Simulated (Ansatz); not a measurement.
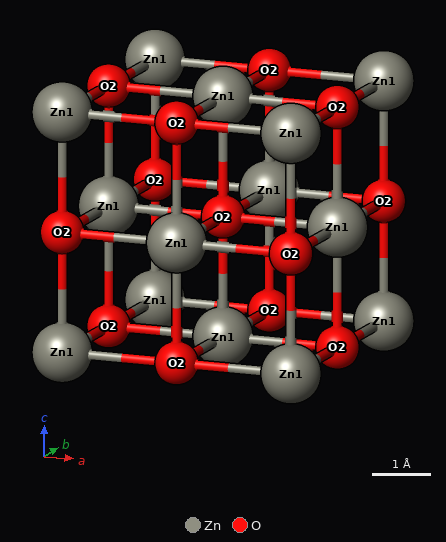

Figure 1. The structure (ball-and-stick view of the cell 4 times as large as that of the calculation, set on its symmetry axes, seen slightly off an axis; atoms are numbered from 1 in the order of the input). Near neighbours in the crystal (not all of them lie inside the picture): Zn has 6 O at 2.14 Å; O has 6 Zn at 2.14 Å.

**Two runs on ZnO**

System: ZnO (Fm-3m, 2 atoms in the cell).
Method of the first run: DFT PBE, scalar-relativistic, plane waves, PAW, no spin polarisation (Ansatz 0.2.0).

The structure was made by a generator, so it may or may not be a known phase. Text and figures count atoms from 1; the logs count them from 0 in places.

**Input, the first run**
```yaml
crystal:
  lattice:
    - [0.0, 2.1429925613, 2.1429925613]
    - [2.1429925613, 0.0, 2.1429925613]
    - [2.1429925613, 2.1429925613, 0.0]
  atoms:
    - { symbol: Zn, position: [0.0, 0.0, 0.0] }
    - { symbol: O, position: [0.5, 0.5, 0.5] }
basis:
  ecutwfc: 420
kpoints:
  mp_grid: { grid: [12, 12, 12] }
hamiltonian:
  xc: pbe
scf:
  occupations: { method: gaussian, width: 0.02 }
output:
  forces: true
  stress: true
  eigenvalues: true
```

Command:
```bash
ansatz run input.yaml --threads 1 --pin off --max-ram 2560MiB --backend cpu --events-out ev --progress --plain --runs-dir out
```

Hardware: 1 thread of Arm Neoverse V2, 24 GiB of memory available, shared host.

**Output, shortened to warnings, some set-up lines, iterations and results (the first run)**
```
Basis set: ecut = 420 eV, 387 PW (Γ), exchange–correlation on 48×48×48 points (8 copies of the dense FFT grid, shifted against one another)
Symmetry: 48 space group operations
k-points: 72 of 1728
Initial density: superposition of atomic densities (neutral atoms: chi_scale 0, normalization atom), corrected by the library's trained network
[...]
SCF iter   1: F=—  HF=-3886.530676 eV  |F-HF|=—  |Δ(HF+E_count)|=         —  Δρ=1.75e-3  dr2=2.63e-4  ethr=1.77e-3  ⟨swp⟩=5.0  Hψ=4949  notcnv=0
SCF iter   2: F=—  HF=-3886.531173 eV  |F-HF|=—  |Δ(HF+E_count)|=   4.97e-4  Δρ=4.93e-4  dr2=1.34e-5  ethr=1.46e-6  ⟨swp⟩=2.1  Hψ=2339  notcnv=0
SCF iter   3: F=—  HF=-3886.531177 eV  |F-HF|=—  |Δ(HF+E_count)|=   4.48e-6  Δρ=3.17e-4  dr2=6.96e-6  ethr=7.47e-8  ⟨swp⟩=2.0  Hψ=1517  notcnv=0
SCF iter   4: F=—  HF=-3886.531200 eV  |F-HF|=—  |Δ(HF+E_count)|=   2.26e-5  Δρ=6.79e-5  dr2=6.24e-7  ethr=3.86e-8  ⟨swp⟩=2.1  Hψ=1518  notcnv=0
SCF iter   5: F=—  HF=-3886.531200 eV  |F-HF|=—  |Δ(HF+E_count)|=   2.91e-8  Δρ=2.39e-5  dr2=1.05e-7  ethr=3.46e-9  ⟨swp⟩=1.5  Hψ=1060  notcnv=0
SCF iter   6: F=-3886.531200 eV  HF=-3886.531200 eV  |F-HF|=3.30e-10  |Δ(HF+E_count)|=   2.82e-8  Δρ=3.56e-6  dr2=1.57e-9  ethr=5.56e-10  ⟨swp⟩=4.0  Hψ=2999  notcnv=0
SCF 1 converged in 6 iterations: F = -3886.531200 eV  dr2 = 1.57e-9
SCF converged after 6 iterations
Free energy (F): -3886.531200 eV
Harris-Foulkes:  -3886.531200 eV  (|F-HF|=3.30e-10)
Internal energy: -3886.531200 eV  (E = F + TS)
E sigma→0 (E₀):  -3886.531200 eV
Fermi energy:    10.412272 eV
--- Per-component energies (eV) ---
  E_band       = 79.807223
  E_kinetic    = 306.572497
  E_local      = -1713.084673  (includes V_loc(G=0)·N_el)
  E_nonlocal   = 669.753599
  E_hartree    = 702.733628
  E_xc         = -210.051840
  E_vxc        = -145.146018  (∫ρ·V_xc dr)
  E_paw        = -1992.510798  (= ΣΔE_a)
  E_vpaw       = -443.756835  (= ΣTr[D̂ρ^β])
  E_aug_tail   = 0.001965  (compensation charges beyond the density's cutoff)
  E_ewald      = -1649.945577
  E_smearing   = -0.000000  (= −TS)
  E_closure    = -0.000000  (closes the sum)
  Σ components = -3886.531200   (vs F -3886.531200, Δ=0.00e0)
--- Forces (eV/Å), atoms counted from 1 ---
  atom   1  Zn    -0.00000000    -0.00000000     0.00000000
  atom   2  O      0.00000000    -0.00000000     0.00000000
  max |Σ_I F_I| component: 1.75e-29 eV/Å
--- Stress (GPa, compression-positive) ---
        5.435663       0.000000      -0.000000
       -0.000000       5.435663      -0.000000
       -0.000000       0.000000       5.435663
  P = ⅓ Tr σ = 5.4357 GPa (54.357 kbar)
```

For the second run the input was changed thus:
```diff
-    - [0.0, 2.1429925613, 2.1429925613]
-    - [2.1429925613, 0.0, 2.1429925613]
-    - [2.1429925613, 2.1429925613, 0.0]
+    - [0.0, 2.1206680987, 2.1206680987]
+    - [2.1206680987, 0.0, 2.1206680987]
+    - [2.1206680987, 2.1206680987, 0.0]
```

How does the second run compare with the first run?

With the same functional and potentials, the second run lies 16.3 meV per atom higher. The gap on the mesh goes from 0.89 to 1.04 eV. The pressure goes from 5.44 to 11.81 GPa. The volume per atom goes from 9.84 to 9.54 Å³. The cell is scaled evenly with the atoms at fixed fractional positions, so −ΔP/Δ ln V estimates the bulk modulus midway between the two volumes: about 200 GPa. The number of SCF iterations is the same. The plane waves at Γ go from 387 to 339.

**Output, shortened to warnings, some set-up lines, iterations and results (the second run)**
```
Basis set: ecut = 420 eV, 339 PW (Γ), exchange–correlation on 48×48×48 points (8 copies of the dense FFT grid, shifted against one another)
Symmetry: 48 space group operations
k-points: 72 of 1728
Initial density: superposition of atomic densities (neutral atoms: chi_scale 0, normalization atom), corrected by the library's trained network
[...]
SCF iter   1: F=—  HF=-3886.498220 eV  |F-HF|=—  |Δ(HF+E_count)|=         —  Δρ=1.78e-3  dr2=2.56e-4  ethr=1.77e-3  ⟨swp⟩=5.1  Hψ=5062  notcnv=0
SCF iter   2: F=—  HF=-3886.498623 eV  |F-HF|=—  |Δ(HF+E_count)|=   4.03e-4  Δρ=5.22e-4  dr2=1.57e-5  ethr=1.42e-6  ⟨swp⟩=2.2  Hψ=2412  notcnv=0
SCF iter   3: F=—  HF=-3886.498623 eV  |F-HF|=—  |Δ(HF+E_count)|=   4.62e-7  Δρ=3.33e-4  dr2=7.35e-6  ethr=8.71e-8  ⟨swp⟩=2.1  Hψ=1528  notcnv=0
SCF iter   4: F=—  HF=-3886.498650 eV  |F-HF|=—  |Δ(HF+E_count)|=   2.73e-5  Δρ=7.59e-5  dr2=8.75e-7  ethr=4.09e-8  ⟨swp⟩=2.0  Hψ=1584  notcnv=0
SCF iter   5: F=—  HF=-3886.498650 eV  |F-HF|=—  |Δ(HF+E_count)|=   2.33e-7  Δρ=2.63e-5  dr2=1.26e-7  ethr=4.86e-9  ⟨swp⟩=1.8  Hψ=1306  notcnv=0
SCF iter   6: F=-3886.498650 eV  HF=-3886.498650 eV  |F-HF|=6.53e-9  |Δ(HF+E_count)|=   4.37e-8  Δρ=7.79e-6  dr2=9.48e-9  ethr=5.56e-10  ⟨swp⟩=4.0  Hψ=3034  notcnv=0
SCF 1 converged in 6 iterations: F = -3886.498650 eV  dr2 = 9.48e-9
SCF converged after 6 iterations
Free energy (F): -3886.498650 eV
Harris-Foulkes:  -3886.498650 eV  (|F-HF|=6.53e-9)
Internal energy: -3886.498650 eV  (E = F + TS)
E sigma→0 (E₀):  -3886.498650 eV
Fermi energy:    11.049392 eV
--- Per-component energies (eV) ---
  E_band       = 88.098825
  E_kinetic    = 307.610164
  E_local      = -1687.475158  (includes V_loc(G=0)·N_el)
  E_nonlocal   = 669.987140
  E_hartree    = 693.704903
  E_xc         = -210.423276
  E_vxc        = -145.656370  (∫ρ·V_xc dr)
  E_paw        = -1992.589810  (= ΣΔE_a)
  E_vpaw       = -443.778604  (= ΣTr[D̂ρ^β])
  E_aug_tail   = 0.002090  (compensation charges beyond the density's cutoff)
  E_ewald      = -1667.314702
  E_smearing   = -0.000000  (= −TS)
  E_closure    = 0.000000  (closes the sum)
  Σ components = -3886.498650   (vs F -3886.498650, Δ=0.00e0)
--- Forces (eV/Å), atoms counted from 1 ---
  atom   1  Zn    -0.00000000     0.00000000    -0.00000000
  atom   2  O      0.00000000    -0.00000000    -0.00000000
  max |Σ_I F_I| component: 1.72e-29 eV/Å
--- Stress (GPa, compression-positive) ---
       11.812596      -0.000000      -0.000000
        0.000000      11.812596       0.000000
       -0.000000      -0.000000      11.812596
  P = ⅓ Tr σ = 11.8126 GPa (118.126 kbar)
```

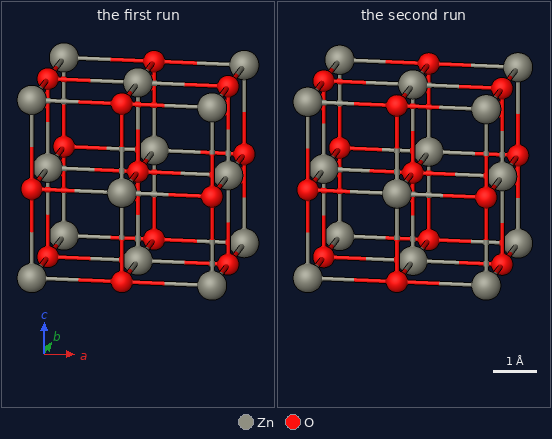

Figure 2. The two input geometries at one scale (ball-and-stick view of the cell 4 times as large as that of the calculation, set on its symmetry axes, seen slightly off an axis). The atoms keep their places relative to the cell (all moves are under 0.005 Å). The drawn cell changes as follows: a = b = c 4.286 → 4.241 Å (−1.0 %); the volume changes by −3.1 %. Among the contacts that change: O–Zn 2.143 → 2.121 Å.

**The two runs side by side**

| quantity | the first run | the second run |
| --- | --- | --- |
| outcome | converged | converged |
| free energy per atom (eV) | −1943.2656 | −1943.2493 |
| gap on the mesh (eV) | 0.89 | 1.04 |
| pressure (GPa) | 5.44 | 11.81 |
| volume per atom (Å³) | 9.84 | 9.54 |
| largest force (eV/Å) | 0.000 | 0.000 |
| SCF iterations | 6 | 6 |
| irreducible k-points | 72 | 72 |
| plane waves at Γ | 387 | 339 |
| wall time (shared host) | 1.1 s | 1.1 s |

For the first run: The cell is under a pressure of 5.4 GPa at this level, so it is not at its equilibrium volume. For the second run: The cell is under a pressure of 11.8 GPa at this level, so it is not at its equilibrium volume.
